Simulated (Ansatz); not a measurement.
Ge$_{5}$H$_{2}$: geometry relaxation (part 3 of 3)

Continued. System: Ge$_{5}$H$_{2}$ (slab, 28 atoms in the cell). Method: DFT LDA, scalar-relativistic, plane waves, PAW, no spin polarisation (Ansatz 0.2.0); cutoff 420 eV, 3×3×1 k-mesh, Gaussian smearing of 0.05 eV. The structure derives from an entry of the Crystallography Open Database. The input holds or restrains some coordinates. Forces given for the steps count only the free coordinates.

## Trajectory as extended XYZ (Å, eV, eV/Å), 4 frames, from step=1 to step=4
```
28
Lattice="7.9505 0.0000 0.0000 0.0000 7.9505 0.0000 0.0000 0.0000 19.3783" Properties=species:S:1:pos:R:3:forces:R:3 step=1 energy=-84431.65030
Ge    3.9752    3.9752    4.9064    0.0975   0.0000   0.1760
Ge    3.9752    0.0000    4.9064    0.1128   0.0000   0.1953
Ge    0.0000    3.9752    4.9064   -0.1632   0.0000   0.2396
Ge    0.0000    0.0000    4.9064   -0.1671   0.0000   0.2404
Ge    5.9628    3.9752    6.3119   -0.0085   0.0000   0.0214
Ge    5.9628    0.0000    6.3119    0.0364   0.0000   0.1257
Ge    1.9876    3.9752    6.3119    0.0146   0.0000  -1.1037
Ge    1.9876    0.0000    6.3119   -0.0145   0.0000  -0.8108
Ge    5.9110    5.9540    7.7386    0.0198   0.1092  -0.0710
Ge    5.9110    1.9965    7.7386    0.0198  -0.1092  -0.0710
Ge    2.0919    5.9459    7.6394    0.0975   0.1817  -0.1142
Ge    2.0919    2.0045    7.6394    0.0975  -0.1817  -0.1142
Ge   -0.0038    5.9341    9.1207   -0.3966   0.2813  -0.0855
Ge   -0.0038    2.0164    9.1207   -0.3966  -0.2813  -0.0855
Ge    3.9479    5.9537    9.2221    0.1102  -0.0361   0.0348
Ge    3.9479    1.9967    9.2221    0.1102   0.0361   0.0348
Ge    1.2019    0.0000    9.5945    0.1223   0.0000   0.5934
Ge    1.2218    3.9752    9.5945    0.6541   0.0000   1.0659
Ge    3.4260    0.0000   10.6155    0.0078   0.0000  -0.0479
Ge    3.5242    3.9752   10.6911   -0.4615   0.0000  -0.3042
H     4.0473    5.2019    3.9841   -0.0363  -0.0195  -0.0006
H     4.0473    2.7485    3.9841   -0.0363   0.0195  -0.0006
H     4.0473    1.2267    3.9841   -0.0447  -0.0147   0.0032
H     4.0473   -1.2267    3.9841   -0.0447   0.0147   0.0032
H    -0.0720    2.7485    3.9841    0.0641   0.0272   0.0199
H    -0.0720    5.2019    3.9841    0.0641  -0.0272   0.0199
H    -0.0720   -1.2267    3.9841    0.0701   0.0270   0.0186
H    -0.0720    1.2267    3.9841    0.0701  -0.0270   0.0186
28
Lattice="7.9505 0.0000 0.0000 0.0000 7.9505 0.0000 0.0000 0.0000 19.3783" Properties=species:S:1:pos:R:3:forces:R:3 step=2 energy=-84431.70204
Ge    3.9752    3.9752    4.9064    0.0812   0.0000   0.1658
Ge    3.9752    0.0000    4.9064    0.0845   0.0000   0.1664
Ge    0.0000    3.9752    4.9064   -0.1327   0.0000   0.2357
Ge    0.0000    0.0000    4.9064   -0.1301   0.0000   0.2358
Ge    5.9628    3.9752    6.3119   -0.0019   0.0000  -0.0837
Ge    5.9628    0.0000    6.3119   -0.0100   0.0000  -0.1072
Ge    1.9876    3.9752    6.3119   -0.0055   0.0000  -1.0422
Ge    1.9876    0.0000    6.3119   -0.0062   0.0000  -0.9594
Ge    5.9032    5.9654    7.7139    0.0127  -0.0337   0.0366
Ge    5.9032    1.9851    7.7139    0.0127   0.0337   0.0366
Ge    2.0968    5.9584    7.6305   -0.0076   0.0358  -0.0056
Ge    2.0968    1.9920    7.6305   -0.0076  -0.0358  -0.0056
Ge   -0.0347    5.9607    9.1047    0.0010   0.0654   0.0266
Ge   -0.0347    1.9898    9.1047    0.0010  -0.0654   0.0266
Ge    3.9593    5.9551    9.2066   -0.0328  -0.0042   0.0128
Ge    3.9593    1.9953    9.2066   -0.0328   0.0042   0.0128
Ge    1.2158    0.0000    9.5945   -0.0506   0.0000   0.5172
Ge    1.1987    3.9752    9.5945    0.0890   0.0000   0.5899
Ge    3.4451    0.0000   10.5981    0.0389   0.0000   0.0714
Ge    3.4355    3.9752   10.6284    0.0021   0.0000  -0.0184
H     4.0473    5.2019    3.9841   -0.0310  -0.0197  -0.0008
H     4.0473    2.7485    3.9841   -0.0310   0.0197  -0.0008
H     4.0473    1.2267    3.9841   -0.0330  -0.0181   0.0018
H     4.0473   -1.2267    3.9841   -0.0330   0.0181   0.0018
H    -0.0720    2.7485    3.9841    0.0560   0.0309   0.0202
H    -0.0720    5.2019    3.9841    0.0560  -0.0309   0.0202
H    -0.0720   -1.2267    3.9841    0.0554   0.0292   0.0237
H    -0.0720    1.2267    3.9841    0.0554  -0.0292   0.0237
28
Lattice="7.9505 0.0000 0.0000 0.0000 7.9505 0.0000 0.0000 0.0000 19.3783" Properties=species:S:1:pos:R:3:forces:R:3 step=3 energy=-84431.70479
Ge    3.9752    3.9752    4.9064    0.0841   0.0000   0.1700
Ge    3.9752    0.0000    4.9064    0.0864   0.0000   0.1694
Ge    0.0000    3.9752    4.9064   -0.1396   0.0000   0.2375
Ge    0.0000    0.0000    4.9064   -0.1393   0.0000   0.2381
Ge    5.9628    3.9752    6.3119    0.0030   0.0000  -0.0370
Ge    5.9628    0.0000    6.3119   -0.0058   0.0000  -0.0440
Ge    1.9876    3.9752    6.3119    0.0003   0.0000  -1.0099
Ge    1.9876    0.0000    6.3119    0.0029   0.0000  -0.9861
Ge    5.9069    5.9636    7.7220    0.0056  -0.0091  -0.0041
Ge    5.9069    1.9869    7.7220    0.0056   0.0091  -0.0041
Ge    2.0984    5.9616    7.6309    0.0015   0.0067  -0.0016
Ge    2.0984    1.9889    7.6309    0.0015  -0.0067  -0.0016
Ge   -0.0284    5.9643    9.1126   -0.0071   0.0080   0.0203
Ge   -0.0284    1.9861    9.1126   -0.0071  -0.0080   0.0203
Ge    3.9578    5.9592    9.2130    0.0028  -0.0004  -0.0076
Ge    3.9578    1.9913    9.2130    0.0028   0.0004  -0.0076
Ge    1.2252    0.0000    9.5945   -0.0301   0.0000   0.5660
Ge    1.2144    3.9752    9.5945    0.0190   0.0000   0.5820
Ge    3.4520    0.0000   10.6178    0.0085   0.0000   0.0254
Ge    3.4439    3.9752   10.6297   -0.0004   0.0000  -0.0110
H     4.0473    5.2019    3.9841   -0.0316  -0.0186  -0.0001
H     4.0473    2.7485    3.9841   -0.0316   0.0186  -0.0001
H     4.0473    1.2267    3.9841   -0.0327  -0.0183   0.0005
H     4.0473   -1.2267    3.9841   -0.0327   0.0183   0.0005
H    -0.0720    2.7485    3.9841    0.0585   0.0296   0.0205
H    -0.0720    5.2019    3.9841    0.0585  -0.0296   0.0205
H    -0.0720   -1.2267    3.9841    0.0585   0.0287   0.0222
H    -0.0720    1.2267    3.9841    0.0585  -0.0287   0.0222
28
Lattice="7.9505 0.0000 0.0000 0.0000 7.9505 0.0000 0.0000 0.0000 19.3783" Properties=species:S:1:pos:R:3:forces:R:3 step=4 energy=-84431.70498
Ge    3.9752    3.9752    4.9064    0.0875   0.0000   0.1787
Ge    3.9752    0.0000    4.9064    0.0889   0.0000   0.1785
Ge    0.0000    3.9752    4.9064   -0.1414   0.0000   0.2339
Ge    0.0000    0.0000    4.9064   -0.1411   0.0000   0.2342
Ge    5.9628    3.9752    6.3119    0.0184   0.0000  -0.0252
Ge    5.9628    0.0000    6.3119    0.0136   0.0000  -0.0304
Ge    1.9876    3.9752    6.3119   -0.0178   0.0000  -0.9930
Ge    1.9876    0.0000    6.3119   -0.0165   0.0000  -0.9740
Ge    5.9127    5.9634    7.7236   -0.0118  -0.0060  -0.0107
Ge    5.9127    1.9871    7.7236   -0.0118   0.0060  -0.0107
Ge    2.0922    5.9618    7.6336    0.0049   0.0071   0.0014
Ge    2.0922    1.9886    7.6336    0.0049  -0.0071   0.0014
Ge   -0.0333    5.9636    9.1314    0.0037   0.0068  -0.0124
Ge   -0.0333    1.9869    9.1314    0.0037  -0.0068  -0.0124
Ge    3.9582    5.9606    9.2080    0.0059  -0.0023   0.0056
Ge    3.9582    1.9898    9.2080    0.0059   0.0023   0.0056
Ge    1.2273    0.0000    9.5945   -0.0182   0.0000   0.5665
Ge    1.2207    3.9752    9.5945    0.0179   0.0000   0.5814
Ge    3.4552    0.0000   10.6177    0.0056   0.0000   0.0122
Ge    3.4511    3.9752   10.6261   -0.0052   0.0000  -0.0152
H     4.0473    5.2019    3.9841   -0.0329  -0.0175   0.0008
H     4.0473    2.7485    3.9841   -0.0329   0.0175   0.0008
H     4.0473    1.2267    3.9841   -0.0337  -0.0172   0.0012
H     4.0473   -1.2267    3.9841   -0.0337   0.0172   0.0012
H    -0.0720    2.7485    3.9841    0.0590   0.0298   0.0196
H    -0.0720    5.2019    3.9841    0.0590  -0.0298   0.0196
H    -0.0720   -1.2267    3.9841    0.0590   0.0293   0.0206
H    -0.0720    1.2267    3.9841    0.0590  -0.0293   0.0206
```

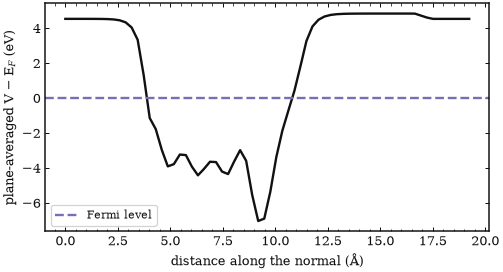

Figure 1. Plane average of the electrostatic potential energy of an electron across the cell, from the Fermi level. The vacuum level lies 4.84 eV above the Fermi level on the upper side and 4.54 eV on the lower.

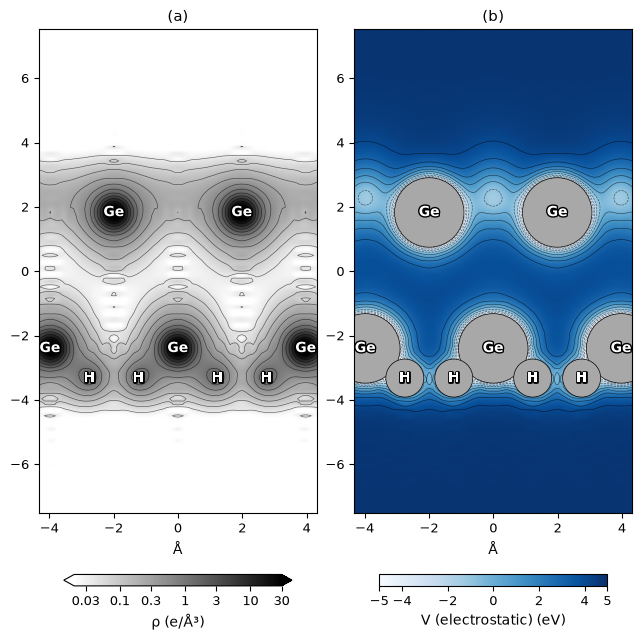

Figure 2. (a) valence pseudo-density; (b) electrostatic potential energy of an electron on the (100) plane of the calculation cell, a cut from vacuum to vacuum. Grey discs, where drawn, cover atomic cores. Atoms in the plane: Ge and H. Ge–H (1.54 Å): ρ at the midpoint is about 1.1 e/Å³, with its minimum of 0.91 e/Å³ about 0.9 Å from Ge. The density dies away to nearly zero in the vacuum. Core electrons are frozen (PAW), so the fields are smoothed inside the atomic spheres.

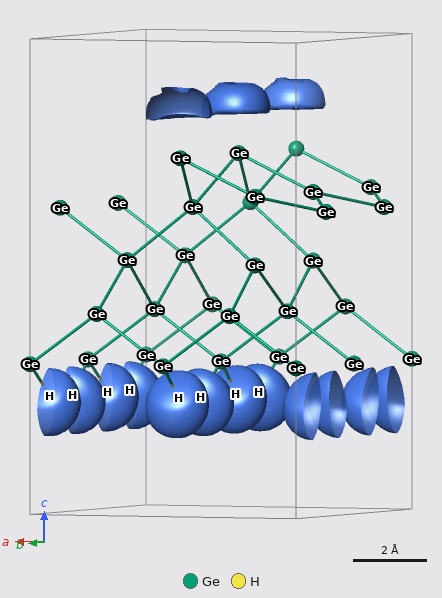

Figure 3. Isosurface of the electron localisation function at 0.8 (blue), seen at an oblique angle. Only the valence region is drawn (cores and ρ < 0.01 e/Å³ removed). Sticks mark near contacts. Along the contacts the grid gives the following. Ge–H (1.54 Å): the ELF climbs to about 1 towards the hydrogen, as it does in any bond to H. Ge–Ge (2.39 Å): the ELF peaks at about 0.75 between the atoms (a covalent bond).

The run was set up as follows.

## Input
```yaml
crystal:
  lattice:
    - [7.9504584305, 0.0, 0.0]
    - [0.0, 7.9504584305, 0.0]
    - [0.0, 0.0, 19.3782629924]
  atoms:
    - { symbol: Ge, position: [0.5, 0.5, 0.253192968] }
    - { symbol: Ge, position: [0.5, 0.0, 0.253192968] }
    - { symbol: Ge, position: [0.0, 0.5, 0.253192968] }
    - { symbol: Ge, position: [0.0, 0.0, 0.253192968] }
    - { symbol: Ge, position: [0.75, 0.5, 0.325720406] }
    - { symbol: Ge, position: [0.75, 0.0, 0.325720406] }
    - { symbol: Ge, position: [0.25, 0.5, 0.325720406] }
    - { symbol: Ge, position: [0.25, 0.0, 0.325720406] }
    - { symbol: Ge, position: [0.7434826888, 0.748885301, 0.399346196] }
    - { symbol: Ge, position: [0.7434826888, 0.251114699, 0.399346196] }
    - { symbol: Ge, position: [0.2631163288, 0.7478700816, 0.3942236856] }
    - { symbol: Ge, position: [0.2631163288, 0.2521299184, 0.3942236856] }
    - { symbol: Ge, position: [-0.0004838926, 0.7463831745, 0.4706647991] }
    - { symbol: Ge, position: [-0.0004838926, 0.2536168255, 0.4706647991] }
    - { symbol: Ge, position: [0.4965661105, 0.7488527592, 0.475899544] }
    - { symbol: Ge, position: [0.4965661105, 0.2511472408, 0.475899544] }
    - { symbol: Ge, position: [0.1511702329, 0.0, 0.4951144324] }
    - { symbol: Ge, position: [0.1536713756, 0.5, 0.4951144324] }
    - { symbol: Ge, position: [0.4309153611, 0.0, 0.5478070672] }
    - { symbol: Ge, position: [0.4432756533, 0.5, 0.5517051457] }
    - { symbol: H, position: [0.5090621173, 0.6542935074, 0.2055986752] }
    - { symbol: H, position: [0.5090621173, 0.3457064926, 0.2055986752] }
    - { symbol: H, position: [0.5090621173, 0.1542935074, 0.2055986752] }
    - { symbol: H, position: [0.5090621173, -0.1542935074, 0.2055986752] }
    - { symbol: H, position: [-0.0090621173, 0.3457064926, 0.2055986752] }
    - { symbol: H, position: [-0.0090621173, 0.6542935074, 0.2055986752] }
    - { symbol: H, position: [-0.0090621173, -0.1542935074, 0.2055986752] }
    - { symbol: H, position: [-0.0090621173, 0.1542935074, 0.2055986752] }
basis:
  ecutwfc: 420
kpoints:
  mp_grid: { grid: [3, 3, 1] }
hamiltonian:
  xc: lda
scf:
  occupations: { method: gaussian, width: 0.05 }
output:
  forces: true
  eigenvalues: true
  write_density: true
  write_potential: true
  elf: true
  volumetric_format: npy
relax:
  adjacent_minimum: "off"
  f_tol: 0.03
  max_steps: 30
  constraints:
    - { sites: [0, 1, 2, 3, 4, 5, 6, 7, 20, 21, 22, 23, 24, 25, 26, 27] }
    - { sites: [16, 17], fix: z }
efield:
  axis: 3
  dipole_correction: true
  ramp_width: 0.04
```

Run as:
```bash
ansatz run input.yaml --threads 4 --pin off --max-ram 12288MiB --backend cpu --events-out ev --progress --plain --runs-dir out
```

## Summary

- outcome: converged under the restraints of the input
- electrons treated: 288
- free energy: −84431.7050 eV
- work function, top face: 4.84 eV
- work function, bottom face: 4.54 eV
- Fermi energy: 0.141 eV
- gap on the k-point mesh: 0.51 eV
- final volume: 1224.90 Å³
- work function (upper face): 4.84 eV
- largest force (length of the vector) at the end, held atoms and coordinates included: 0.993 eV/Å
- hardware: 4 threads of Intel Xeon (Granite Rapids), 16 GiB of memory available, shared host
- wall time: 63 s (CPU time 3.6 min)
- peak memory: 3.3 GiB

Warnings of the run: the exchange-correlation potential is rough where the density is thin.
